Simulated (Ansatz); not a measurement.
# Single-point calculation of ZnSe

ZnSe (I-4m2, 2 atoms in the cell), set up with DFT, PBEsol, plane waves, PAW (Ansatz 0.2.0).

The structure derives from an entry of the Crystallography Open Database.

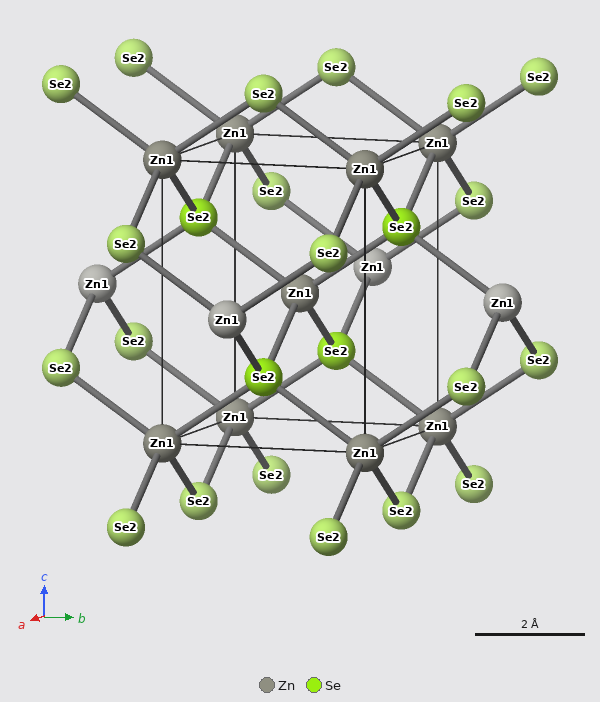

*The structure (ball-and-stick view of the cell 2 times as large as that of the calculation, set on its symmetry axes, seen slightly off an axis; neighbours outside the cell are drawn fainter; atoms are numbered from 1 in the order of the input).*

Near neighbours in the crystal (not all of them lie inside the picture): Zn has 4 Se at 2.39 Å; Se has 4 Zn at 2.39 Å.

The input:
```yaml
crystal:
  lattice:
    - [0.0, 2.814615174, 2.814615174]
    - [2.644587174, 0.0, 2.814615174]
    - [2.644587174, 2.814615174, 0.0]
  atoms:
    - { symbol: Zn, position: [0.0, 0.0, 0.0] }
    - { symbol: Se, position: [0.75, 0.75, 0.75] }
basis:
  ecutwfc: 420
kpoints:
  mp_grid: { grid: [8, 8, 8] }
hamiltonian:
  xc: pbesol
scf:
  occupations: { method: fermi_dirac, width: 0.3 }
  n_extra_bands: 0
  max_iter: 50
output:
  forces: true
  eigenvalues: true
  stress: true
```

Run as:
```bash
ansatz run input.yaml --threads 1 --pin off --max-ram 1331MiB --backend cpu --events-out ev --progress --plain --runs-dir out
```

The program's output:
```
Error: inconsistent input (scf.n_extra_bands, scf.occupations.method): n_bands = 14 leaves no empty band above the 14 bands per channel that the deck's 28 electrons occupy, and the occupations search for the Fermi level (a smearing at a finite width, or tetrahedra): a level found among occupied bands alone can fill a metal as an insulator; raise scf.n_extra_bands until at least 15 bands are solved (omitted, it auto-derives to 19) (see scf.n_extra_bands in the input reference)
```

Outcome:

| quantity | value |
| --- | --- |
| outcome | refused by the program |
| space group (tolerance 0.01 Å) | I-4m2 (119) |
| hardware | 1 CPU thread, shared host |

The input was spoiled on purpose: too few bands (`scf.n_extra_bands` and `scf.occupations`). Smearing needs empty bands above the Fermi level. The program refused the input: “inconsistent input (scf.n_extra_bands, scf.occupations.method): n_bands = 14 leaves no empty band above the 14 bands per channel that the deck's 28 electrons occupy, and the occupations search for the Fermi level (a smearing at a finite width, or tetrahedra): a level found among occupied bands alone can fill a metal as an insulator …”
